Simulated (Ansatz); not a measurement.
# Run report: TiO$_{2}$, geometry relaxation (part 3 of 3)

Continued. System: TiO$_{2}$ (slab, 18 atoms in the cell). Method: DFT PBE+D3(BJ), scalar-relativistic, plane waves, PAW, no spin polarisation (Ansatz 0.2.0); cutoff 420 eV, 8×5×1 k-mesh, Gaussian smearing of 0.05 eV. The structure derives from an entry of the Crystallography Open Database. The input holds or restrains some coordinates.

Geometry of the input (Å; fractional positions):
```
3.7874  0.0000  0.0000
-1.8937  5.1467  0.0000
0.0000  0.0000  26.3895
O  0.3153  0.6306  0.3221
Ti 0.1354  0.2708  0.3499
O  0.5992  0.1983  0.3555
O  0.9554  0.9109  0.3776
Ti 0.4192  0.8384  0.3832
O  0.2393  0.4786  0.4110
O  0.4507  0.9014  0.4555
Ti 0.2708  0.5415  0.4833
O  0.7345  0.4691  0.4889
O  0.0908  0.1817  0.5111
Ti 0.5546  0.1092  0.5167
O  0.3747  0.7493  0.5445
O  0.5861  0.1721  0.5890
Ti 0.4061  0.8123  0.6168
O  0.8699  0.7398  0.6224
O  0.2262  0.4524  0.6445
Ti 0.6900  0.3800  0.6501
O  0.5101  0.0201  0.6779
```

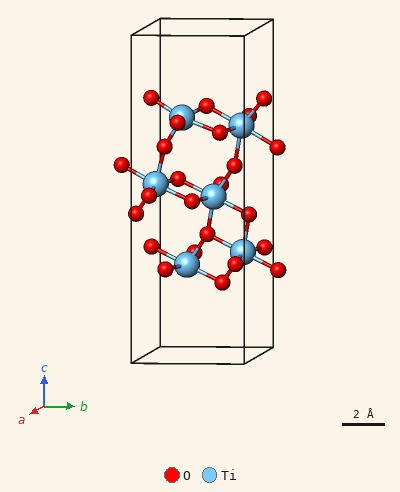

*The geometry at step 6 of the log (ball-and-stick view of the cell of the calculation, with the vacuum cut short, seen slightly off an axis; bonded neighbours outside the cell are drawn too).*

**Output, continued**
```
  k-point 2: bands = ["-58.0512", "-57.6880", "-57.5853", "-57.5235", "-57.4896", "-57.3852", "-34.4220", "-34.2769", "-34.2091", "-34.0776", "-34.0082", "-33.9655", "-33.9169", "-33.9012", "-33.8442", "-33.7880", "-33.7868", "-33.7749", "-33.7748", "-33.7547", "-33.7532", "-33.6924", "-33.6193", "-33.5548", "-18.6848", "-18.4512", "-18.2688", "-18.1550", "-17.9511", "-17.9190", "-17.7613", "-17.5981", "-17.5726", "-17.3671", "-17.0621", "-16.4806", "-5.8255", "-5.6364", "-5.2268", "-5.1835", "-5.1314", "-5.0125", "-4.9698", "-4.8705", "-4.8468", "-4.7280", "-4.6354", "-4.4451", "-4.1142", "-3.8070", "-3.6908", "-3.5632", "-3.5343", "-3.3957", "-3.2038", "-3.1547", "-2.9976", "-2.8076", "-2.7394", "-2.6091", "-2.4796", "-2.4322", "-2.4286", "-2.2753", "-2.2401", "-2.1720", "-2.0992", "-1.9623", "-1.9137", "-1.7793", "-1.6459", "-1.5547", "0.8663", "1.4328", "1.4930", "1.5982", "1.9130", "1.9198", "1.9747", "2.1741", "2.2657", "2.3760", "2.4230", "2.4368", "2.5308", "2.7592", "2.8156", "2.8922", "2.9372", "3.1621"]
  k-point 20: bands = ["-58.0491", "-57.6862", "-57.5831", "-57.5227", "-57.4876", "-57.3819", "-34.4217", "-34.3765", "-34.2242", "-34.1098", "-34.0447", "-34.0245", "-33.9716", "-33.9240", "-33.8723", "-33.8438", "-33.8157", "-33.7885", "-33.7783", "-33.7656", "-33.7411", "-33.6857", "-33.6155", "-33.5567", "-18.3623", "-18.0944", "-17.8201", "-17.7227", "-17.5547", "-17.4758", "-17.4055", "-17.3648", "-17.3460", "-17.1887", "-16.9227", "-16.4279", "-5.9664", "-5.7997", "-5.6814", "-5.6189", "-5.5818", "-5.4797", "-5.3597", "-5.3331", "-5.1616", "-5.1045", "-4.9978", "-4.8387", "-4.6749", "-4.5483", "-4.4653", "-4.3355", "-4.1501", "-4.0116", "-3.9018", "-3.8006", "-3.6950", "-3.5206", "-3.4246", "-3.3213", "-3.1423", "-2.9752", "-2.7103", "-2.6838", "-2.3879", "-2.1269", "-2.0444", "-1.8318", "-1.7035", "-1.6202", "-1.4201", "-1.2655", "1.4797", "1.7899", "1.8882", "1.9642", "2.1233", "2.2077", "2.2467", "2.3087", "2.3490", "2.4470", "2.5385", "2.6669", "2.7735", "2.8298", "3.0140", "3.1475", "3.2741", "3.4488"]
--- Relaxed structure (9 steps of the walk, 7 accepted, 0 SCFs on fresh bases) ---
  F+E_penalty+E_count = -21833.69268156 eV   max|allowed force component| = 9.801e-3 eV/Å
  atoms:
    - { symbol: O, position: [0.31530750049999995, 0.6306150010000001, 0.32209752330000013] }
    - { symbol: Ti, position: [0.1353786622, 0.2707573244, 0.3498686605000001] }
    - { symbol: O, position: [0.5991521660500001, 0.19830433210000004, 0.35546004320000013] }
    - { symbol: O, position: [0.9554498239, 0.9108996478000001, 0.3776397977000001] }
    - { symbol: Ti, position: [0.41922332775, 0.8384466555000001, 0.3832311804000001] }
    - { symbol: O, position: [0.23929448945000004, 0.4785889789000001, 0.4110023176000001] }
    - { symbol: O, position: [0.4506861626500001, 0.9013723253000001, 0.4555476029000002] }
    - { symbol: Ti, position: [0.27075732434999994, 0.5415146487, 0.4833187401000001] }
    - { symbol: O, position: [0.7345308282, 0.4690616564, 0.4889101228000001] }
    - { symbol: O, position: [0.09059984227216582, 0.1811997674651279, 0.5105037720605066] }
    - { symbol: Ti, position: [0.5495655891830883, 0.09913132511674509, 0.5152935323791542] }
    - { symbol: O, position: [0.3784049213765048, 0.7568116817791014, 0.5454376297387018] }
    - { symbol: O, position: [0.5970841980825483, 0.19416713559210055, 0.5876786751688343] }
    - { symbol: Ti, position: [0.4141978764430164, 0.8283993109090849, 0.6230095233392823] }
    - { symbol: O, position: [0.8775378709602917, 0.7550788054389673, 0.6236347456691147] }
    - { symbol: O, position: [0.2368696047910526, 0.4737421445125249, 0.6539056326630412] }
    - { symbol: Ti, position: [0.6856549518706729, 0.3713120286116424, 0.6455870911146195] }
    - { symbol: O, position: [0.5290361511023546, 0.05807709333231523, 0.6776798615339779] }
```

**Trajectory as extended XYZ (Å, eV, eV/Å), 6 of the 9 frames kept, from step=1 to step=9**
```
18
Lattice="3.7874 0.0000 0.0000 -1.8937 5.1467 0.0000 0.0000 0.0000 26.3895" Properties=species:S:1:pos:R:3:forces:R:3 step=1 energy=-21832.88253
O     0.0000    3.2456    8.5000    0.0000  -1.8682   1.0100
Ti    0.0000    1.3935    9.2329    0.0000   3.7725   1.6836
O     1.8937    1.0206    9.3804    0.0000   0.3088  -1.1019
O     1.8937    4.6882    9.9657    0.0000   0.4079  -0.1347
Ti    0.0000    4.3153   10.1133    0.0000  -1.4802  -1.6357
O     0.0000    2.4632   10.8462    0.0000  -1.0818  -0.3742
O     0.0000    4.6391   12.0217    0.0000  -0.0448   0.3182
Ti    0.0000    2.7870   12.7546    0.0000   0.1879   0.2868
O     1.8937    2.4141   12.9021    0.0000  -0.0154  -0.0146
O     0.0000    0.9349   13.4874    0.0000   0.0154   0.0146
Ti    1.8937    0.5620   13.6350    0.0000  -0.1879  -0.2868
O     0.0000    3.8567   14.3678    0.0000   0.0448  -0.3182
O     1.8937    0.8859   15.5434    0.0000   1.0818   0.3742
Ti    0.0000    4.1806   16.2762    0.0000   1.4802   1.6357
O     1.8937    3.8077   16.4238    0.0000  -0.4079   0.1347
O     0.0000    2.3285   17.0091    0.0000  -0.3088   1.1019
Ti    1.8937    1.9556   17.1567    0.0000  -3.7725  -1.6835
O     1.8937    0.1035   17.8895    0.0000   1.8682  -1.0100
18
Lattice="3.7874 0.0000 0.0000 -1.8937 5.1467 0.0000 0.0000 0.0000 26.3895" Properties=species:S:1:pos:R:3:forces:R:3 step=3 energy=-21833.62198
O     0.0000    3.2456    8.5000    0.0000  -1.8375   1.0180
Ti    0.0000    1.3935    9.2329    0.0000   3.8076   1.7204
O     1.8937    1.0206    9.3804    0.0000   0.2984  -1.0992
O     1.8937    4.6882    9.9657    0.0000   0.3988  -0.1127
Ti    0.0000    4.3153   10.1133    0.0000  -1.5618  -1.7606
O     0.0000    2.4632   10.8462    0.0000  -1.0620  -0.5200
O     0.0000    4.6391   12.0217    0.0000  -0.1460  -0.0326
Ti    0.0000    2.7870   12.7546    0.0000   0.1421   0.9128
O     1.8937    2.4141   12.9021    0.0000   0.0259  -0.1031
O     0.0000    0.9284   13.4575    0.0000  -0.0022   0.0391
Ti    1.8937    0.5389   13.5937    0.0000  -0.3354  -0.1765
O     0.0000    3.8562   14.3848    0.0000   0.1589  -0.1379
O     1.8937    0.9224   15.4943    0.0000   0.0530  -0.5639
Ti    0.0000    4.2280   16.3825    0.0000  -0.6355   0.3616
O     1.8937    3.8031   16.4729    0.0000   0.4991  -0.2321
O     0.0000    2.3613   17.2384    0.0000   0.2242  -0.1620
Ti    1.8937    1.8504   17.0204    0.0000   0.8765   0.0937
O     1.8937    0.2746   17.8257    0.0000  -0.9061   0.7572
18
Lattice="3.7874 0.0000 0.0000 -1.8937 5.1467 0.0000 0.0000 0.0000 26.3895" Properties=species:S:1:pos:R:3:forces:R:3 step=4 energy=-21833.59790 accepted=F
O     0.0000    3.2456    8.5000    0.0000  -1.8334   1.0177
Ti    0.0000    1.3935    9.2329    0.0000   3.8064   1.7314
O     1.8937    1.0206    9.3804    0.0000   0.2956  -1.1017
O     1.8937    4.6882    9.9657    0.0000   0.3999  -0.1132
Ti    0.0000    4.3153   10.1133    0.0000  -1.5702  -1.7679
O     0.0000    2.4632   10.8462    0.0000  -1.0470  -0.5030
O     0.0000    4.6391   12.0217    0.0000  -0.0692  -0.0189
Ti    0.0000    2.7870   12.7546    0.0000  -0.0907   0.7118
O     1.8937    2.4141   12.9021    0.0000   0.0171  -0.0467
O     0.0000    0.9233   13.4642    0.0000  -0.0101   0.1566
Ti    1.8937    0.5073   13.6144    0.0000  -0.1393  -0.8269
O     0.0000    3.8808   14.3693    0.0000   0.1295   0.8993
O     1.8937    0.9981   15.5003    0.0000   0.2220   1.4360
Ti    0.0000    4.2024   16.5084    0.0000   0.3423  -1.3280
O     1.8937    3.8907   16.4635    0.0000  -0.3637   0.2524
O     0.0000    2.4222   17.2740    0.0000  -0.3423   0.2684
Ti    1.8937    1.8578   17.0670    0.0000   0.1435  -0.9697
O     1.8937    0.2617   17.9183    0.0000   0.1066   0.2026
18
Lattice="3.7874 0.0000 0.0000 -1.8937 5.1467 0.0000 0.0000 0.0000 26.3895" Properties=species:S:1:pos:R:3:forces:R:3 step=6 energy=-21833.69121
O     0.0000    3.2456    8.5000    0.0000  -1.8333   1.0189
Ti    0.0000    1.3935    9.2329    0.0000   3.8102   1.7305
O     1.8937    1.0206    9.3804    0.0000   0.2955  -1.0999
O     1.8937    4.6882    9.9657    0.0000   0.3990  -0.1103
Ti    0.0000    4.3153   10.1133    0.0000  -1.5780  -1.7831
O     0.0000    2.4632   10.8462    0.0000  -1.0464  -0.5048
O     0.0000    4.6391   12.0217    0.0000  -0.1519  -0.1611
Ti    0.0000    2.7870   12.7546    0.0000  -0.0153   0.9956
O     1.8937    2.4141   12.9021    0.0000   0.1132  -0.1259
O     0.0000    0.9286   13.4660    0.0000   0.0350   0.0017
Ti    1.8937    0.5178   13.5938    0.0000  -0.0998  -0.0037
O     0.0000    3.8864   14.3878    0.0000   0.0396   0.0200
O     1.8937    0.9857   15.5012    0.0000   0.0202   0.0385
Ti    0.0000    4.2425   16.4292    0.0000   0.0628  -0.0048
O     1.8937    3.8764   16.4538    0.0000  -0.0451   0.0013
O     0.0000    2.4239   17.2445    0.0000  -0.0285   0.0170
Ti    1.8937    1.8911   17.0334    0.0000   0.0322  -0.0159
O     1.8937    0.2841   17.8778    0.0000  -0.0103  -0.0140
18
Lattice="3.7874 0.0000 0.0000 -1.8937 5.1467 0.0000 0.0000 0.0000 26.3895" Properties=species:S:1:pos:R:3:forces:R:3 step=7 energy=-21833.69192
O     0.0000    3.2456    8.5000    0.0000  -1.8310   1.0196
Ti    0.0000    1.3935    9.2329    0.0000   3.8118   1.7352
O     1.8937    1.0206    9.3804    0.0000   0.2940  -1.1004
O     1.8937    4.6882    9.9657    0.0000   0.3987  -0.1088
Ti    0.0000    4.3153   10.1133    0.0000  -1.5852  -1.7934
O     0.0000    2.4632   10.8462    0.0000  -1.0420  -0.4994
O     0.0000    4.6391   12.0217    0.0000  -0.1252  -0.1700
Ti    0.0000    2.7870   12.7546    0.0000  -0.0729   1.0309
O     1.8937    2.4141   12.9021    0.0000   0.1478  -0.1258
O     0.0000    0.9342   13.4735    0.0000  -0.0113   0.0051
Ti    1.8937    0.5073   13.5969    0.0000   0.0295   0.0564
O     0.0000    3.8974   14.3922    0.0000  -0.0106   0.0165
O     1.8937    0.9979   15.5147    0.0000  -0.0304  -0.0521
Ti    0.0000    4.2697   16.4477    0.0000  -0.0761   0.0218
O     1.8937    3.8828   16.4601    0.0000   0.0374  -0.0023
O     0.0000    2.4361   17.2635    0.0000   0.0442  -0.0283
Ti    1.8937    1.9121   17.0398    0.0000   0.0382   0.0481
O     1.8937    0.2997   17.8923    0.0000  -0.0171  -0.0530
18
Lattice="3.7874 0.0000 0.0000 -1.8937 5.1467 0.0000 0.0000 0.0000 26.3895" Properties=species:S:1:pos:R:3:forces:R:3 step=9 energy=-21833.69268
O     0.0000    3.2456    8.5000    0.0000  -1.8332   1.0192
Ti    0.0000    1.3935    9.2329    0.0000   3.8090   1.7325
O     1.8937    1.0206    9.3804    0.0000   0.2949  -1.1006
O     1.8937    4.6882    9.9657    0.0000   0.3995  -0.1106
Ti    0.0000    4.3153   10.1133    0.0000  -1.5798  -1.7827
O     0.0000    2.4632   10.8462    0.0000  -1.0443  -0.4901
O     0.0000    4.6391   12.0217    0.0000  -0.1380  -0.1446
Ti    0.0000    2.7870   12.7546    0.0000  -0.0542   1.0053
O     1.8937    2.4141   12.9021    0.0000   0.1436  -0.1239
O     0.0000    0.9326   13.4720    0.0000   0.0043   0.0012
Ti    1.8937    0.5102   13.5984    0.0000  -0.0048   0.0053
O     0.0000    3.8951   14.3938    0.0000   0.0008  -0.0098
O     1.8937    0.9993   15.5086    0.0000   0.0025   0.0048
Ti    0.0000    4.2636   16.4409    0.0000  -0.0042  -0.0070
O     1.8937    3.8862   16.4574    0.0000  -0.0018   0.0041
O     0.0000    2.4382   17.2563    0.0000  -0.0006  -0.0002
Ti    1.8937    1.9110   17.0367    0.0000   0.0018  -0.0080
O     1.8937    0.2989   17.8836    0.0000   0.0048   0.0051
```

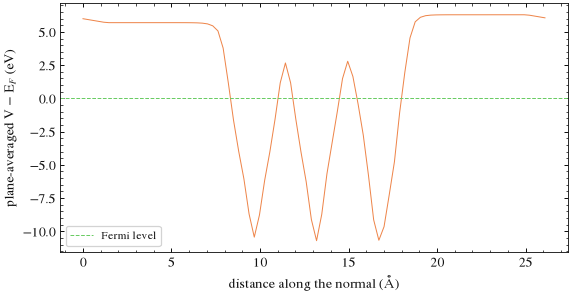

*Plane average of the electrostatic potential energy of an electron across the cell, from the Fermi level.*

The vacuum level lies 6.29 eV above the Fermi level on the upper side and 5.70 eV on the lower.

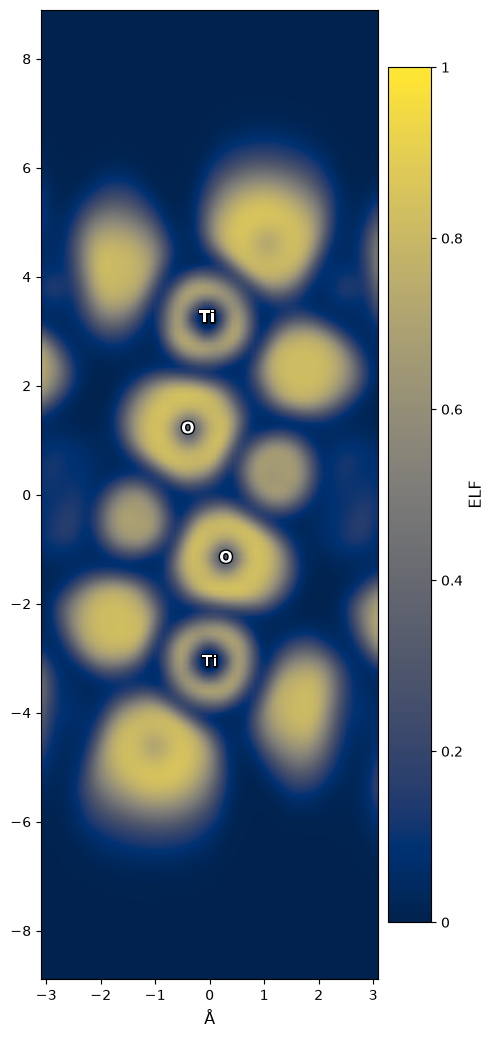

*Electron localisation function on the (100) plane of the calculation cell, a cut from vacuum to vacuum.*

The plane passes through Ti and O nuclei. Ti–O (1.94 Å): the ELF is about 0.20 at the midpoint. The strong features right at Ti lie inside the PAW spheres (semicore, d or f shells) and say nothing about bonding. Core electrons are frozen (PAW), so the fields are smoothed inside the atomic spheres.

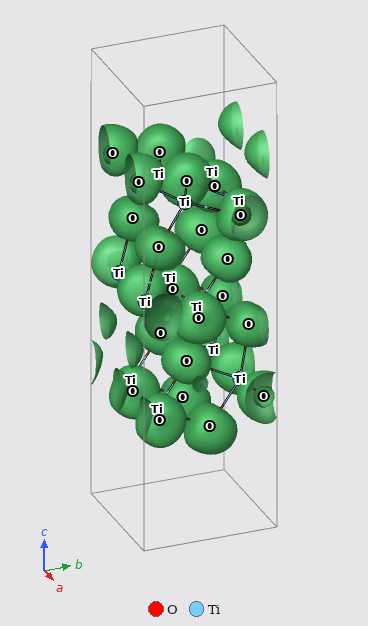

*Isosurface of the electron localisation function at 0.7 (green), seen slightly off an axis. Core shells and regions of very low density are left out. Sticks mark near contacts.*

Counts are for one cell; the picture repeats the cell along the surface. Along the contacts the grid gives the following. Ti–O (1.78 Å): the ELF is about 0.30 at the midpoint. Ti–Ti (2.86 Å): the ELF is about 0.15 at the midpoint.

**Summary**

```json
{"quantity": "outcome", "value": "converged under the restraints of the input"}
{"quantity": "electrons treated", "value": "144"}
{"quantity": "free energy", "value": "−21833.6927 eV"}
{"quantity": "work function, top face", "value": "6.29 eV"}
{"quantity": "work function, bottom face", "value": "5.70 eV"}
{"quantity": "Fermi energy", "value": "−0.231 eV"}
{"quantity": "gap on the k-point mesh", "value": "2.00 eV"}
{"quantity": "final volume", "value": "514.40 Å³"}
{"quantity": "work function (upper face)", "value": "6.29 eV"}
{"quantity": "largest force (length of the vector) at the end, held atoms and coordinates included", "value": "4.184 eV/Å"}
{"quantity": "hardware", "value": "8 threads of Intel Xeon @ 2.50GHz (Skylake/Cascade Lake), 32 GiB of memory available, shared host"}
{"quantity": "wall time", "value": "3.3 min (CPU time 24 min)"}
{"quantity": "peak memory", "value": "2.4 GiB"}
```

**Notes**

The program warns: the k-point mesh lowers the symmetry that the run can use; the exchange-correlation potential is rough where the density is thin.
